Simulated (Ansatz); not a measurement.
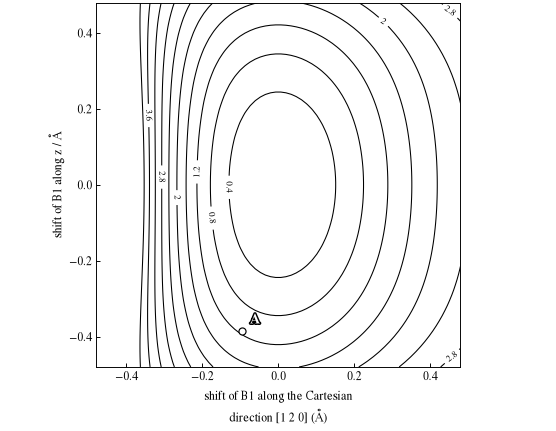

BN (P-6m2, No. 187; 4 atoms in the cell). 
- One atom moved over a plane, all else fixed (x along [1 0 0], y along [1 2 0], z along [0 0 1] of the conventional cell).
- The first coordinate is: shift of B1 along the Cartesian direction [1 2 0]; the second: shift of B1 along z.
- Nothing is relaxed (all other atoms fixed).
- Grid: 11 × 11 points; 66 points were computed and 55 follow by symmetry.
- Points are written as (first, second).
- Energies: eV per cell, counted from the lowest grid point.
- The band gap closes in part of the range.
- Theory: DFT PBE+D3(BJ), scalar-relativistic, plane waves, PAW (Ansatz 0.2.0). Settings: cutoff 420 eV, k-mesh 12×12×4 in the order of the run's cell vectors, gaussian smearing 0.05 eV, no spin polarisation.

Drawn: contour lines labelled in eV (none above 4), the point A. Between grid points the surface is interpolated.

**Which way does the force act at A, and how strong is it?**

A, at (−0.096 Å, −0.384 Å), is not a stationary point. The computed force is 6 eV/Å in the plane, pointing up and right in the picture (components 3.3 and 5.0 eV/Å).
